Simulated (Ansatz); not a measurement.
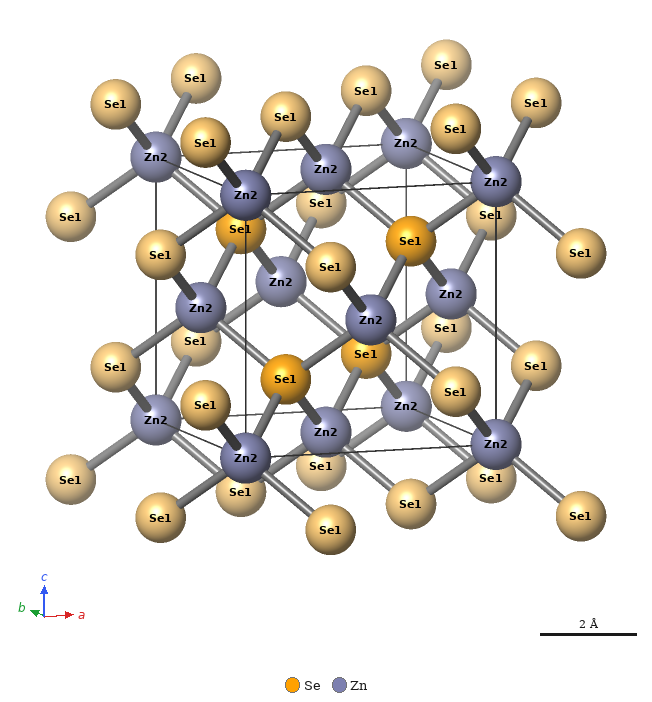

Figure 1. The input geometry of run 1 (ball-and-stick view of the cell 4 times as large as that of the calculation, set on its symmetry axes, seen slightly off an axis; neighbours outside the cell are drawn fainter; atoms are numbered from 1 in the order of the input).

**What a change does: single-point calculation on ZnSe**

System: ZnSe (F-43m, 2 atoms in the cell).
Method of run 1: Kohn-Sham DFT of a periodic cell, wPBEh, Ansatz PAW, no spin polarisation (Ansatz 0.2.0).

The structure derives from an entry of the Crystallography Open Database. Text and figures count atoms from 1; the logs count them from 0 in places.

Input, run 1:
```yaml
crystal:
  lattice:
    - [0.0, 2.7955007105, 2.7955007105]
    - [2.7955007105, 0.0, 2.7955007105]
    - [2.7955007105, 2.7955007105, 0.0]
  atoms:
    - { symbol: Se, position: [0.75, 0.75, 0.75] }
    - { symbol: Zn, position: [0.0, 0.0, 0.0] }
hamiltonian:
  xc: wpbeh
  pseudopotentials: { kind: paw }
kpoints:
  mp_grid: { grid: [4, 4, 4] }
scf:
  occupations: { method: fermi_dirac, width: 0.05 }
output:
  forces: true
  stress: true
  eigenvalues: true
  write_density: true
  write_potential: true
  elf: true
  volumetric_format: npy
```

Launched with:
```bash
ansatz run input.yaml --threads 2 --pin off --max-ram 5632MiB --backend cpu --events-out ev --progress --plain --runs-dir out
```

Hardware: 2 threads of Intel Xeon @ 2.50GHz (Skylake/Cascade Lake), 189 GiB of memory available, shared host.

Output, shortened to warnings, some set-up lines, iterations and results (run 1):
```
Warning: output.stress: scf.convergence.dr2_threshold = 1e-7 eV (the SCF's general default) is looser than the 2e-10 eV advised for a printed stress (1e-10 eV for each atom of the cell: 2). What an SCF threshold leaves in a stress goes as its square root, and in the free energy as the threshold itself, and one threshold admits the most on a small cell: of the crystals measured, under no hybrid …
Warning: output.stress: scf.exx.energy_threshold = 1e-6 eV is looser than the 2e-8 eV advised for a stress under a hybrid functional (1e-8 eV for each atom of the cell: 2). Every SCF of the exchange loop can meet its threshold on dr2 while the loop round them stops early: no threshold on dr2 bounds what that leaves in the stress. Set scf.exx.energy_threshold to 2e-8 eV or tighter. The threshold …
Basis set: ecut = 420 eV, 869 PW (Γ), exchange–correlation on 54×54×54 points (8 copies of the dense FFT grid, shifted against one another)
Symmetry: 24 space group operations
k-points: 8 of 64 (time reversal used)
Initial density: superposition of atomic densities (neutral atoms: chi_scale 0, normalization atom), corrected by the library's trained network
[...]
SCF iter   1: F=—  HF=-8789.307606 eV  |F-HF|=—  |Δ(HF+E_count)|=         —  Δρ=3.64e-3  dr2=2.57e-3  ethr=1.77e-3  ⟨swp⟩=8.6  Hψ=654  notcnv=0
SCF iter   2: F=—  HF=-8789.305917 eV  |F-HF|=—  |Δ(HF+E_count)|=   1.69e-3  Δρ=1.66e-3  dr2=9.43e-4  ethr=9.17e-6  ⟨swp⟩=4.4  Hψ=470  notcnv=0
SCF iter   3: F=-8789.305395 eV  HF=-8789.305461 eV  |F-HF|=6.64e-5  |Δ(HF+E_count)|=   4.56e-4  Δρ=5.88e-4  dr2=7.49e-5  ethr=2.68e-7  ⟨swp⟩=2.1  Hψ=617  notcnv=0
SCF 1 stopped early in 3 iterations: F = -8789.305395 eV  dr2 = 7.49e-5
SCF iter   1: F=—  HF=-8790.973461 eV  |F-HF|=—  |Δ(HF+E_count)|=         —  Δρ=2.03e-2  dr2=9.32e-2  ethr=2.68e-6  ⟨swp⟩=5.8  Hψ=661  notcnv=0
[... 6 lines ...]
SCF iter   1: F=—  HF=-8790.947634 eV  |F-HF|=—  |Δ(HF+E_count)|=         —  Δρ=1.02e-4  dr2=2.85e-6  ethr=1.30e-6  ⟨swp⟩=4.2  Hψ=330  notcnv=0
SCF iter   2: F=—  HF=-8790.947634 eV  |F-HF|=—  |Δ(HF+E_count)|=   4.86e-8  Δρ=2.96e-5  dr2=2.98e-7  ethr=9.39e-9  ⟨swp⟩=4.0  Hψ=420  notcnv=0
SCF iter   3: F=—  HF=-8790.947635 eV  |F-HF|=—  |Δ(HF+E_count)|=   9.09e-7  Δρ=1.83e-5  dr2=8.93e-8  ethr=5.00e-10  ⟨swp⟩=4.0  Hψ=414  notcnv=0
SCF iter   4: F=-8790.947635 eV  HF=-8790.947635 eV  |F-HF|=1.50e-9  |Δ(HF+E_count)|=   2.87e-8  Δρ=1.45e-6  dr2=3.34e-9  ethr=2.77e-10  ⟨swp⟩=3.0  Hψ=309  notcnv=0
SCF 3 converged in 4 iterations: F = -8790.947635 eV  dr2 = 3.34e-9
  Residual-converged pass: ⟨swp⟩=3.1  Hψ=322  notcnv=0  max |occ|·‖R‖ = 2.3e-6 eV (tolerance 2.4e-6 eV)  dr2=3.36e-9  dr2_onsite=1.47e-9  max |Δocc| = 3.7e-19
hybrid outer 2: dexx = +9.610e-7 eV, tail = 4.06e-8 eV, Δε = 3.47e-3 eV (about 1.28e-4 eV left of the loop's levels)
hybrid SCF converged: 2 outer / 10 inner (+3 warm-up), last move |dexx| = 9.61e-7 eV, tail = 4.06e-8 eV
Stability not checked: this state was not tested for a lower state beside it, because the functional holds exact exchange (a hybrid, or Hartree-Fock), whose exchange loop this test does not read (fock_operator; see scf.lower_state_search)
Free energy (F): -8790.947635 eV
Frozen-core exchange: fock
Harris-Foulkes:  -8790.947635 eV  (|F-HF|=1.50e-9)
Internal energy: -8790.947635 eV  (E = F + TS)
E sigma→0 (E₀):  -8790.947635 eV
Fermi energy:    8.020387 eV
--- Per-component energies (eV) ---
  E_band       = -440.564481
  E_kinetic    = 250.670499
  E_local      = -4339.567351  (includes V_loc(G=0)·N_el)
  E_nonlocal   = 23.045226
  E_hartree    = 2019.027257
  E_xc         = -192.970425
  E_vxc        = -120.764963  (∫ρ·V_xc dr)
  E_exx        = -110.177708  (= α·E_x^exact, valence–valence)
  E_paw        = -3681.929121  (= ΣΔE_a)
  E_vpaw       = -71.645860  (= ΣTr[D̂ρ^β])
  E_aug_tail   = -0.000965  (compensation charges beyond the density's cutoff)
  E_ewald      = -2758.220667
  E_core_change = -0.824380  (= ΣΔE_core)
  E_smearing   = -0.000000  (= −TS)
  E_closure    = 0.000000  (closes the sum)
  Σ components = -8790.947635   (vs F -8790.947635, Δ=0.00e0)
--- Forces (eV/Å), atoms counted from 1 ---
  atom   1  Se     0.00000000    -0.00000000    -0.00000000
  atom   2  Zn    -0.00000000     0.00000000    -0.00000000
  max |Σ_I F_I| component: 2.45e-16 eV/Å
--- Stress (GPa, compression-positive) ---
        4.469992      -0.000000      -0.000000
       -0.000000       4.469992       0.000000
       -0.000000       0.000000       4.469992
  P = ⅓ Tr σ = 4.4700 GPa (44.700 kbar)
```

The input of run 2 differs as follows (lines with − go, lines with + come):
```diff
-    - [0.0, 2.7955007105, 2.7955007105]
-    - [2.7955007105, 0.0, 2.7955007105]
-    - [2.7955007105, 2.7955007105, 0.0]
+    - [0.0, 2.8525674344, 2.8525674344]
+    - [2.8525674344, 0.0, 2.8525674344]
+    - [2.8525674344, 2.8525674344, 0.0]
```

Predict how the results change.

With the same functional and potentials, run 2 lies 18.4 meV per atom lower. The gap on the mesh goes from 2.50 to 2.21 eV. The pressure goes from 4.47 to 0.08 GPa. The volume per atom goes from 21.85 to 23.21 Å³. The cell is scaled evenly with the atoms at fixed fractional positions, so −ΔP/Δ ln V estimates the bulk modulus midway between the two volumes: about 72 GPa. The number of SCF iterations is the same. The plane waves at Γ go from 869 to 893.

Output, shortened to warnings, some set-up lines, iterations and results (run 2):
```
Warning: output.stress: scf.convergence.dr2_threshold = 1e-7 eV (the SCF's general default) is looser than the 2e-10 eV advised for a printed stress (1e-10 eV for each atom of the cell: 2). What an SCF threshold leaves in a stress goes as its square root, and in the free energy as the threshold itself, and one threshold admits the most on a small cell: of the crystals measured, under no hybrid …
Warning: output.stress: scf.exx.energy_threshold = 1e-6 eV is looser than the 2e-8 eV advised for a stress under a hybrid functional (1e-8 eV for each atom of the cell: 2). Every SCF of the exchange loop can meet its threshold on dr2 while the loop round them stops early: no threshold on dr2 bounds what that leaves in the stress. Set scf.exx.energy_threshold to 2e-8 eV or tighter. The threshold …
Basis set: ecut = 420 eV, 893 PW (Γ), exchange–correlation on 54×54×54 points (8 copies of the dense FFT grid, shifted against one another)
Symmetry: 24 space group operations
k-points: 8 of 64 (time reversal used)
Initial density: superposition of atomic densities (neutral atoms: chi_scale 0, normalization atom), corrected by the library's trained network
[...]
SCF iter   1: F=—  HF=-8789.363982 eV  |F-HF|=—  |Δ(HF+E_count)|=         —  Δρ=3.67e-3  dr2=2.91e-3  ethr=1.77e-3  ⟨swp⟩=8.5  Hψ=654  notcnv=0
SCF iter   2: F=—  HF=-8789.362112 eV  |F-HF|=—  |Δ(HF+E_count)|=   1.87e-3  Δρ=1.57e-3  dr2=8.69e-4  ethr=1.04e-5  ⟨swp⟩=4.4  Hψ=472  notcnv=0
SCF iter   3: F=-8789.361620 eV  HF=-8789.361679 eV  |F-HF|=5.99e-5  |Δ(HF+E_count)|=   4.32e-4  Δρ=5.94e-4  dr2=7.65e-5  ethr=2.74e-7  ⟨swp⟩=2.0  Hψ=617  notcnv=0
SCF 1 stopped early in 3 iterations: F = -8789.361620 eV  dr2 = 7.65e-5
SCF iter   1: F=—  HF=-8791.009231 eV  |F-HF|=—  |Δ(HF+E_count)|=         —  Δρ=1.95e-2  dr2=9.08e-2  ethr=2.73e-6  ⟨swp⟩=5.6  Hψ=661  notcnv=0
[... 6 lines ...]
SCF iter   1: F=—  HF=-8790.984464 eV  |F-HF|=—  |Δ(HF+E_count)|=         —  Δρ=1.02e-4  dr2=3.01e-6  ethr=1.36e-6  ⟨swp⟩=4.0  Hψ=328  notcnv=0
SCF iter   2: F=—  HF=-8790.984464 eV  |F-HF|=—  |Δ(HF+E_count)|=   1.59e-8  Δρ=3.00e-5  dr2=3.15e-7  ethr=9.93e-9  ⟨swp⟩=4.0  Hψ=425  notcnv=0
SCF iter   3: F=—  HF=-8790.984465 eV  |F-HF|=—  |Δ(HF+E_count)|=   9.40e-7  Δρ=1.84e-5  dr2=9.70e-8  ethr=5.34e-10  ⟨swp⟩=4.0  Hψ=428  notcnv=0
SCF iter   4: F=-8790.984465 eV  HF=-8790.984465 eV  |F-HF|=1.94e-9  |Δ(HF+E_count)|=   3.16e-8  Δρ=1.67e-6  dr2=3.85e-9  ethr=3.00e-10  ⟨swp⟩=3.0  Hψ=308  notcnv=0
SCF 3 converged in 4 iterations: F = -8790.984465 eV  dr2 = 3.85e-9
  Residual-converged pass: ⟨swp⟩=3.0  Hψ=315  notcnv=0  max |occ|·‖R‖ = 2.3e-6 eV (tolerance 2.4e-6 eV)  dr2=3.88e-9  dr2_onsite=1.56e-9  max |Δocc| = 1.0e-16
hybrid outer 2: dexx = +9.957e-7 eV, tail = 4.37e-8 eV, Δε = 3.42e-3 eV (about 1.28e-4 eV left of the loop's levels)
hybrid SCF converged: 2 outer / 10 inner (+3 warm-up), last move |dexx| = 9.96e-7 eV, tail = 4.37e-8 eV
Stability not checked: this state was not tested for a lower state beside it, because the functional holds exact exchange (a hybrid, or Hartree-Fock), whose exchange loop this test does not read (fock_operator; see scf.lower_state_search)
Free energy (F): -8790.984464 eV
Frozen-core exchange: fock
Harris-Foulkes:  -8790.984464 eV  (|F-HF|=1.94e-9)
Internal energy: -8790.984464 eV  (E = F + TS)
E sigma→0 (E₀):  -8790.984464 eV
Fermi energy:    7.043044 eV
--- Per-component energies (eV) ---
  E_band       = -459.356888
  E_kinetic    = 249.097869
  E_local      = -4430.657237  (includes V_loc(G=0)·N_el)
  E_nonlocal   = 23.634196
  E_hartree    = 2055.767325
  E_xc         = -192.241663
  E_vxc        = -119.825044  (∫ρ·V_xc dr)
  E_exx        = -110.026987  (= α·E_x^exact, valence–valence)
  E_paw        = -3682.691241  (= ΣΔE_a)
  E_vpaw       = -73.086367  (= ΣTr[D̂ρ^β])
  E_aug_tail   = -0.000961  (compensation charges beyond the density's cutoff)
  E_ewald      = -2703.041387
  E_core_change = -0.824380  (= ΣΔE_core)
  E_smearing   = -0.000000  (= −TS)
  E_closure    = 0.000001  (closes the sum)
  Σ components = -8790.984464   (vs F -8790.984464, Δ=1.82e-12)
--- Forces (eV/Å), atoms counted from 1 ---
  atom   1  Se     0.00000000    -0.00000000    -0.00000000
  atom   2  Zn    -0.00000000     0.00000000     0.00000000
  max |Σ_I F_I| component: 2.41e-16 eV/Å
--- Stress (GPa, compression-positive) ---
        0.079741      -0.000000      -0.000000
       -0.000000       0.079741       0.000000
       -0.000000       0.000000       0.079741
  P = ⅓ Tr σ = 0.0797 GPa (0.797 kbar)
```

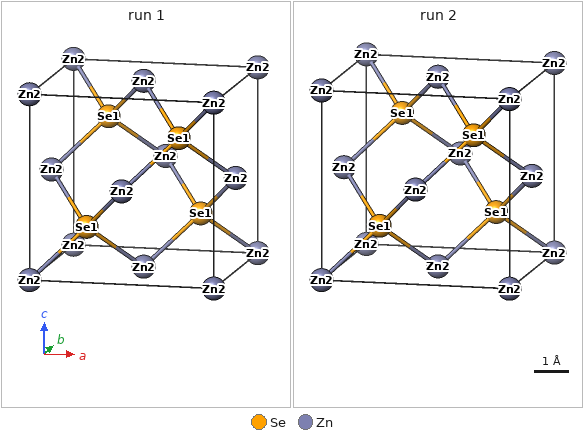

Figure 2. The two input geometries at one scale (ball-and-stick view of the cell 4 times as large as that of the calculation, set on its symmetry axes, seen slightly off an axis). No atom moves by more than 0.005 Å relative to the cell. The volume changes by +6.3 %, with a = b = c 5.591 → 5.705 Å (+2.0 %). Among the contacts that change: Se1–Zn2 2.421 → 2.470 Å.

The two runs side by side:

```tsv
quantity	run 1	run 2
outcome	converged	converged
free energy per atom (eV)	−4395.4738	−4395.4922
gap on the mesh (eV)	2.50	2.21
pressure (GPa)	4.47	0.08
volume per atom (Å³)	21.85	23.21
largest force (eV/Å)	0.000	0.000
SCF iterations	13	13
irreducible k-points	8	8
plane waves at Γ	869	893
wall time (shared host)	22 s	23 s
```

For both runs: Warnings: the exchange loop's threshold is looser than advised for the stress; the SCF threshold is looser than advised for the printed stress.
